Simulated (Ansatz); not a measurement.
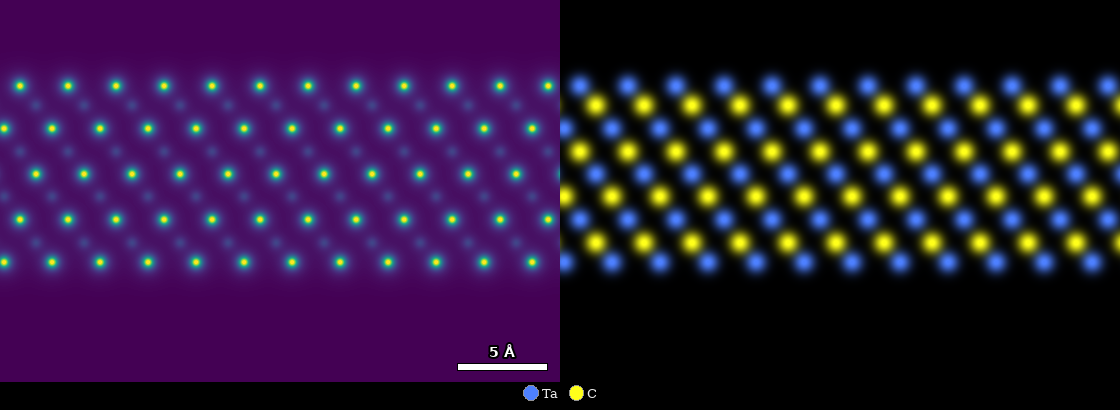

Cross-section of a (111) slab of TaC (Fm-3m) with overall composition Ta5C4, seen along a direction in its plane, the normal pointing up. Computed as the sum of neutral-atom potentials (tabulated electron scattering factors, B = 0.8 Å²) projected along the beam and smoothed by 0.25 Å; brighter is more positive. Model: coordinates from a relaxation in a fixed cell with DFT r2SCAN, scalar-relativistic, plane waves, PAW in Ansatz 0.2.0. The right panel is a simulated map of the elements in the same area (atoms counted along the beam, one colour per element).

**How many atomic planes does the slab have, and what do they hold from top to bottom?**

9 planes (atoms within 0.35 Å in height count as one plane):

```json
{"plane": "1", "content": "Ta", "depth below the top plane (Å)": "0.0"}
{"plane": "2", "content": "C", "depth below the top plane (Å)": "1.1"}
{"plane": "3", "content": "Ta", "depth below the top plane (Å)": "2.4"}
{"plane": "4", "content": "C", "depth below the top plane (Å)": "3.7"}
{"plane": "5", "content": "Ta", "depth below the top plane (Å)": "5.0"}
{"plane": "6", "content": "C", "depth below the top plane (Å)": "6.3"}
{"plane": "7", "content": "Ta", "depth below the top plane (Å)": "7.6"}
{"plane": "8", "content": "C", "depth below the top plane (Å)": "8.9"}
{"plane": "9", "content": "Ta", "depth below the top plane (Å)": "10.0"}
```

**How thick is it, and how does it end on either side?**

The outermost planes are 10.0 Å apart. The upper face ends in Ta and the lower in Ta, so the sequence of planes is the same from both sides.
